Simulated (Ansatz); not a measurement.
# Single-point calculation of FeCo₃ (part 3 of 3)

Continued. System: FeCo₃ (P4/mmm, 4 atoms in the cell). Method: DFT r2SCAN, scalar-relativistic, plane waves, PAW (Ansatz 0.2.0); cutoff 500 eV, 16×16×6 k-mesh, Gaussian smearing of 0.1 eV, collinear spins. The structure derives from a Materials Project entry. The run did not end well. It belongs to a series of runs on one base structure; here: held moment: 2.5 μB a cell.

Geometry of the input (Å; fractional positions):
```
2.4660  0.0000  0.0000
0.0000  2.4660  0.0000
0.0000  0.0000  7.0635
Fe 0.0000  0.0000  0.0000
Co 0.5000  0.5000  0.7454
Co 0.0000  0.0000  0.5000
Co 0.5000  0.5000  0.2546
```

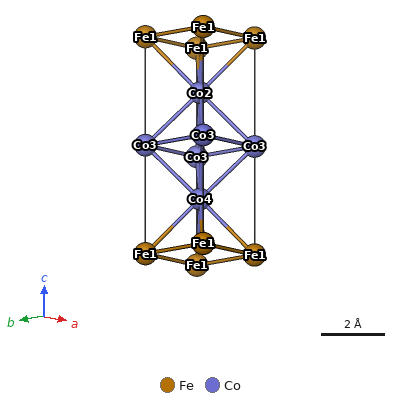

The input geometry (ball-and-stick view of the cell of the calculation, seen at an oblique angle; atoms are numbered from 1 in the order of the input). An atom can appear more than once, as a periodic image.

```
Error: SIGTERM received: cancelled by the caller after 96 completed SCF iterations
```
